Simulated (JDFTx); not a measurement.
## SrO: geometry relaxation (part 2 of 2)

The same run, continued: SrO (Fm-3m, 2 atoms in the cell); Kohn-Sham DFT of a periodic cell, PBE with D3, PseudoDojo-SR-PBE-0.5-standard, no spin polarisation (JDFTx 1.7.0 (patched build)); cutoff 1142.88 eV, 9×9×9 k-mesh, fermi-dirac of 0.05 eV. The structure derives from an entry of the Crystallography Open Database.

Geometry of the input (Å; fractional positions):
```
0.0000  2.5663  2.5663
2.5663  0.0000  2.5663
2.5663  2.5663  0.0000
Sr 0.5000  0.5000  0.5000
O  0.0000  0.0000  0.0000
```

Log, continued:
```
Computing DFT-D3 correction:
# coordination-number Sr 18.386
# coordination-number O 5.810
# diagonal-C6 Sr 491.74
# diagonal-C6 O 10.37
EvdW_6 =   -0.005464
EvdW_8 =   -0.007394

-------- Electronic minimization -----------
Will mix electronic density at each iteration.
	FillingsUpdate:  mu: +0.371622909  nElectrons: 16.000000
	FillingsUpdate:  mu: +0.368578492  nElectrons: 16.000000
SCF: Cycle:  0   F: -47.116310293575644   dF: -6.846e-06   |Residual|: 6.679e-03   |deigs|: 1.462e-04
	FillingsUpdate:  mu: +0.368746201  nElectrons: 16.000000
SCF: Cycle:  1   F: -47.116361736134152   dF: -5.144e-05   |Residual|: 2.650e-03   |deigs|: 1.029e-03
	FillingsUpdate:  mu: +0.368706496  nElectrons: 16.000000
SCF: Cycle:  2   F: -47.116370921777218   dF: -9.186e-06   |Residual|: 2.385e-04   |deigs|: 2.927e-04
	FillingsUpdate:  mu: +0.368711191  nElectrons: 16.000000
SCF: Cycle:  3   F: -47.116370991228194   dF: -6.945e-08   |Residual|: 6.066e-05   |deigs|: 3.003e-05
	FillingsUpdate:  mu: +0.368716303  nElectrons: 16.000000
SCF: Cycle:  4   F: -47.116371005524059   dF: -1.430e-08   |Residual|: 5.910e-05   |deigs|: 1.614e-05
	FillingsUpdate:  mu: +0.368716415  nElectrons: 16.000000
SCF: Cycle:  5   F: -47.116371007667581   dF: -2.144e-09   |Residual|: 5.028e-05   |deigs|: 2.695e-06
	FillingsUpdate:  mu: +0.368718480  nElectrons: 16.000000
SCF: Cycle:  6   F: -47.116371008710431   dF: -1.043e-09   |Residual|: 2.448e-05   |deigs|: 6.395e-06
	FillingsUpdate:  mu: +0.368718733  nElectrons: 16.000000
SCF: Cycle:  7   F: -47.116371009132109   dF: -4.217e-10   |Residual|: 1.221e-05   |deigs|: 1.683e-06
	FillingsUpdate:  mu: +0.368718972  nElectrons: 16.000000
SCF: Cycle:  8   F: -47.116371009240041   dF: -1.079e-10   |Residual|: 3.921e-06   |deigs|: 1.694e-06
SCF: Converged (|Delta E|<1.000000e-09 for 2 iters).

Setting wave functions to eigenvectors of Hamiltonian

Computing DFT-D3 correction:
# coordination-number Sr 18.386
# coordination-number O 5.810
# diagonal-C6 Sr 491.74
# diagonal-C6 O 10.37
EvdW_6 =   -0.005464
EvdW_8 =   -0.007394
# Lattice vectors:
R =
[            0      4.86427      4.86427  ]
[      4.86427            0      4.86427  ]
[      4.86427      4.86427            0  ]
unit cell volume = 230.188

# Strain tensor in Cartesian coordinates:
[   0.00302354            0            0  ]
[            0   0.00302354            0  ]
[            0            0   0.00302354  ]

# Stress tensor in Cartesian coordinates [Eh/a0^3]:
[ -1.35574e-06            0            0  ]
[            0 -1.35574e-06            0  ]
[            0            0 -1.35574e-06  ]

# Ionic positions in lattice coordinates:
ion Sr   0.500000000000000   0.500000000000000   0.500000000000000 1
ion O   0.000000000000000  -0.000000000000000   0.000000000000000 1

# Forces in Cartesian coordinates:
force Sr   0.000000000000000   0.000000000000000   0.000000000000000 1
force O   0.000000000000000  -0.000000000000000   0.000000000000000 1

# Energy components:
   Eewald =      -38.7678742877332709
       EH =        8.3515280251603006
     Eloc =      -30.6659534994071024
      Enl =        2.5333175453563461
     EvdW =       -0.0128587260577003
      Exc =      -12.6442958022040770
 Exc_core =        3.7879869237133108
       KE =       20.3017788119321558
-------------------------------------
     Etot =      -47.1163710092400407
       TS =        0.0000000000000019
-------------------------------------
        F =      -47.1163710092400407

LatticeMinimize: Iter:   2  F: -47.116371009240041  |grad|_K:  8.846e-05  alpha:  1.000e+00  linmin: -1.000e+00

#--- Lowdin population analysis ---
# oxidation-state Sr +1.648
# oxidation-state O -1.347

Computing DFT-D3 correction:
# coordination-number Sr 18.383
# coordination-number O 5.810
# diagonal-C6 Sr 491.74
# diagonal-C6 O 10.37
EvdW_6 =   -0.005462
EvdW_8 =   -0.007390

-------- Electronic minimization -----------
Will mix electronic density at each iteration.
	FillingsUpdate:  mu: +0.368718972  nElectrons: 16.000000
	FillingsUpdate:  mu: +0.368547794  nElectrons: 16.000000
SCF: Cycle:  0   F: -47.116370889319299   dF: -3.106e-08   |Residual|: 3.614e-04   |deigs|: 4.835e-07
	FillingsUpdate:  mu: +0.368557019  nElectrons: 16.000000
SCF: Cycle:  1   F: -47.116371051574035   dF: -1.623e-07   |Residual|: 1.262e-04   |deigs|: 5.611e-05
	FillingsUpdate:  mu: +0.368555115  nElectrons: 16.000000
SCF: Cycle:  2   F: -47.116371072134640   dF: -2.056e-08   |Residual|: 1.745e-05   |deigs|: 1.465e-05
	FillingsUpdate:  mu: +0.368555371  nElectrons: 16.000000
SCF: Cycle:  3   F: -47.116371072371635   dF: -2.370e-10   |Residual|: 7.393e-06   |deigs|: 3.303e-06
	FillingsUpdate:  mu: +0.368555571  nElectrons: 16.000000
SCF: Cycle:  4   F: -47.116371072453020   dF: -8.139e-11   |Residual|: 2.702e-06   |deigs|: 7.144e-07
SCF: Converged (|Delta E|<1.000000e-09 for 2 iters).

Setting wave functions to eigenvectors of Hamiltonian

Computing DFT-D3 correction:
# coordination-number Sr 18.383
# coordination-number O 5.810
# diagonal-C6 Sr 491.74
# diagonal-C6 O 10.37
EvdW_6 =   -0.005462
EvdW_8 =   -0.007390
# Lattice vectors:
R =
[            0      4.86495      4.86495  ]
[      4.86495            0      4.86495  ]
[      4.86495      4.86495            0  ]
unit cell volume = 230.284

# Strain tensor in Cartesian coordinates:
[   0.00316376            0            0  ]
[            0   0.00316376            0  ]
[            0            0   0.00316376  ]

# Stress tensor in Cartesian coordinates [Eh/a0^3]:
[ -4.60933e-08            0            0  ]
[            0 -4.60933e-08            0  ]
[            0            0 -4.60933e-08  ]

# Ionic positions in lattice coordinates:
ion Sr   0.500000000000000   0.500000000000000   0.500000000000000 1
ion O   0.000000000000000   0.000000000000000   0.000000000000000 1

# Forces in Cartesian coordinates:
force Sr  -0.000000000000000   0.000000000000000   0.000000000000000 1
force O  -0.000000000000000  -0.000000000000000   0.000000000000000 1

# Energy components:
   Eewald =      -38.7624556105882832
       EH =        8.3537882304494744
     Eloc =      -30.6732140350784057
      Enl =        2.5333847377173853
     EvdW =       -0.0128515702682064
      Exc =      -12.6440774870154105
 Exc_core =        3.7879869196922109
       KE =       20.3010677426382138
-------------------------------------
     Etot =      -47.1163710724530205
       TS =        0.0000000000000019
-------------------------------------
        F =      -47.1163710724530205

LatticeMinimize: Iter:   3  F: -47.116371072453020  |grad|_K:  3.009e-06  alpha:  1.000e+00  linmin: -1.000e+00

#--- Lowdin population analysis ---
# oxidation-state Sr +1.648
# oxidation-state O -1.347

Computing DFT-D3 correction:
# coordination-number Sr 18.383
# coordination-number O 5.810
# diagonal-C6 Sr 491.74
# diagonal-C6 O 10.37
EvdW_6 =   -0.005462
EvdW_8 =   -0.007389

-------- Electronic minimization -----------
Will mix electronic density at each iteration.
	FillingsUpdate:  mu: +0.368555571  nElectrons: 16.000000
	FillingsUpdate:  mu: +0.368550160  nElectrons: 16.000000
SCF: Cycle:  0   F: -47.116371072220687   dF: +7.816e-13   |Residual|: 3.582e-06   |deigs|: 2.859e-08
	FillingsUpdate:  mu: +0.368550251  nElectrons: 16.000000
SCF: Cycle:  1   F: -47.116371072434212   dF: -2.135e-10   |Residual|: 1.762e-06   |deigs|: 6.367e-07
	FillingsUpdate:  mu: +0.368550321  nElectrons: 16.000000
SCF: Cycle:  2   F: -47.116371072435832   dF: -1.620e-12   |Residual|: 7.802e-07   |deigs|: 2.299e-07
SCF: Converged (|Delta E|<1.000000e-09 for 2 iters).

Setting wave functions to eigenvectors of Hamiltonian

Computing DFT-D3 correction:
# coordination-number Sr 18.383
# coordination-number O 5.810
# diagonal-C6 Sr 491.74
# diagonal-C6 O 10.37
EvdW_6 =   -0.005462
EvdW_8 =   -0.007389
LatticeMinimize: 	Wolfe criterion not satisfied: alpha: 1  (E-E0)/|gdotd0|: 0.118422  gdotd/gdotd0: -0.929309 (taking cubic step)

Computing DFT-D3 correction:
# coordination-number Sr 18.383
# coordination-number O 5.810
# diagonal-C6 Sr 491.74
# diagonal-C6 O 10.37
EvdW_6 =   -0.005462
EvdW_8 =   -0.007390

-------- Electronic minimization -----------
Will mix electronic density at each iteration.
	FillingsUpdate:  mu: +0.368550321  nElectrons: 16.000000
	FillingsUpdate:  mu: +0.368553661  nElectrons: 16.000000
SCF: Cycle:  0   F: -47.116371072383927   dF: +6.764e-12   |Residual|: 2.792e-06   |deigs|: 3.493e-08
	FillingsUpdate:  mu: +0.368553594  nElectrons: 16.000000
SCF: Cycle:  1   F: -47.116371072467160   dF: -8.323e-11   |Residual|: 1.232e-06   |deigs|: 4.951e-07
	FillingsUpdate:  mu: +0.368553543  nElectrons: 16.000000
SCF: Cycle:  2   F: -47.116371072467793   dF: -6.324e-13   |Residual|: 4.803e-07   |deigs|: 1.762e-07
SCF: Converged (|Delta E|<1.000000e-09 for 2 iters).

Setting wave functions to eigenvectors of Hamiltonian

Computing DFT-D3 correction:
# coordination-number Sr 18.383
# coordination-number O 5.810
# diagonal-C6 Sr 491.74
# diagonal-C6 O 10.37
EvdW_6 =   -0.005462
EvdW_8 =   -0.007390
# Lattice vectors:
R =
[            0      4.86496      4.86496  ]
[      4.86496            0      4.86496  ]
[      4.86496      4.86496            0  ]
unit cell volume = 230.286

# Strain tensor in Cartesian coordinates:
[    0.0031656            0            0  ]
[            0    0.0031656            0  ]
[            0            0    0.0031656  ]

# Stress tensor in Cartesian coordinates [Eh/a0^3]:
[ -5.63744e-09            0            0  ]
[            0 -5.63744e-09            0  ]
[            0            0 -5.63744e-09  ]

# Ionic positions in lattice coordinates:
ion Sr   0.500000000000000   0.500000000000000   0.500000000000000 1
ion O   0.000000000000000   0.000000000000000   0.000000000000000 1

# Forces in Cartesian coordinates:
force Sr  -0.000000000000000  -0.000000000000000  -0.000000000000000 1
force O  -0.000000000000000   0.000000000000000   0.000000000000000 1

# Energy components:
   Eewald =      -38.7623843665173524
       EH =        8.3538242692771298
     Eloc =      -30.6733188758868209
      Enl =        2.5333823547232792
     EvdW =       -0.0128514762036041
      Exc =      -12.6440761938580053
 Exc_core =        3.7879869196386737
       KE =       20.3010662963589184
-------------------------------------
     Etot =      -47.1163710724677927
       TS =        0.0000000000000019
-------------------------------------
        F =      -47.1163710724677927

LatticeMinimize: Iter:   4  F: -47.116371072467793  |grad|_K:  3.680e-07  alpha:  4.032e-01  linmin: -1.000e+00
LatticeMinimize: Converged (|Delta F|<1.000000e-06 for 2 iters).

#--- Lowdin population analysis ---
# oxidation-state Sr +1.648
# oxidation-state O -1.347

Dumping 'run.eigStats' ...
	eMin: -0.894642 at state 0 ( [ +0.000000 +0.000000 +0.000000 ] spin 0 )
	HOMO: +0.293611 at state 0 ( [ +0.000000 +0.000000 +0.000000 ] spin 0 )
	mu  : +0.368554
	LUMO: +0.417866 at state 23 ( [ +0.000000 +0.444444 +0.444444 ] spin 0 )
	eMax: +0.774213 at state 21 ( [ +0.000000 +0.333333 -0.444444 ] spin 0 )
	HOMO-LUMO gap: +0.124255
	Optical gap  : +0.127510 at state 23 ( [ +0.000000 +0.444444 +0.444444 ] spin 0 )
Done!
```

Trajectory as extended XYZ (Å, eV, eV/Å), 5 frames, from step=0 to step=4:
```
2
Lattice="0.0000 2.5663 2.5663 2.5663 0.0000 2.5663 2.5663 2.5663 0.0000" Properties=species:S:1:pos:R:3:forces:R:3 step=0 energy=-1282.10090
Sr    2.5663    2.5663    2.5663    0.0000   0.0000   0.0000
O     0.0000    0.0000    0.0000    0.0000   0.0000   0.0000
2
Lattice="0.0000 2.5677 2.5677 2.5677 0.0000 2.5677 2.5677 2.5677 0.0000" Properties=species:S:1:pos:R:3:forces:R:3 step=1 energy=-1282.10118
Sr    2.5677    2.5677    2.5677    0.0000   0.0000   0.0000
O     0.0000    0.0000    0.0000    0.0000   0.0000   0.0000
2
Lattice="0.0000 2.5741 2.5741 2.5741 0.0000 2.5741 2.5741 2.5741 0.0000" Properties=species:S:1:pos:R:3:forces:R:3 step=2 energy=-1282.10177
Sr    2.5741    2.5741    2.5741    0.0000   0.0000   0.0000
O     0.0000    0.0000    0.0000    0.0000   0.0000   0.0000
2
Lattice="0.0000 2.5744 2.5744 2.5744 0.0000 2.5744 2.5744 2.5744 0.0000" Properties=species:S:1:pos:R:3:forces:R:3 step=3 energy=-1282.10177
Sr    2.5744    2.5744    2.5744    0.0000   0.0000   0.0000
O     0.0000    0.0000    0.0000    0.0000   0.0000   0.0000
2
Lattice="0.0000 2.5744 2.5744 2.5744 0.0000 2.5744 2.5744 2.5744 0.0000" Properties=species:S:1:pos:R:3:forces:R:3 step=4 energy=-1282.10177
Sr    2.5744    2.5744    2.5744    0.0000   0.0000   0.0000
O     0.0000    0.0000    0.0000    0.0000   0.0000   0.0000
```

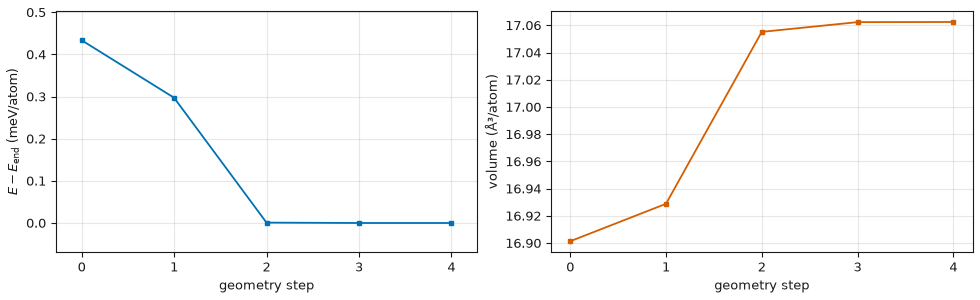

*Progress of the relaxation, step by step (steps are counted from 0).*

The atoms keep their places relative to the cell (all moves are under 0.005 Å). The energy falls by 0.4 meV per atom in 4 geometry steps. All forces vanish by symmetry, so only the cell relaxes.

Summary:

| quantity | value |
| --- | --- |
| outcome | converged |
| space group (tolerance 0.01 Å) | Fm-3m (225) |
| electrons treated | 16 |
| free energy | −1282.1018 eV |
| gap on the k-point mesh | 3.38 eV |
| pressure | 0.00 GPa |
| final volume | 34.12 Å³ |
| largest force (length of the vector) at the end | under 0.001 eV/Å |
| final cell | a = 3.641 Å, b = 3.641 Å, c = 3.641 Å, α = 60.00°, β = 60.00°, γ = 60.00° |
| hardware | 1 thread of Intel Xeon (Sapphire Rapids), 16 GiB of memory available, shared host |
| wall time | 3.1 min |
| peak memory | 0.13 GiB |
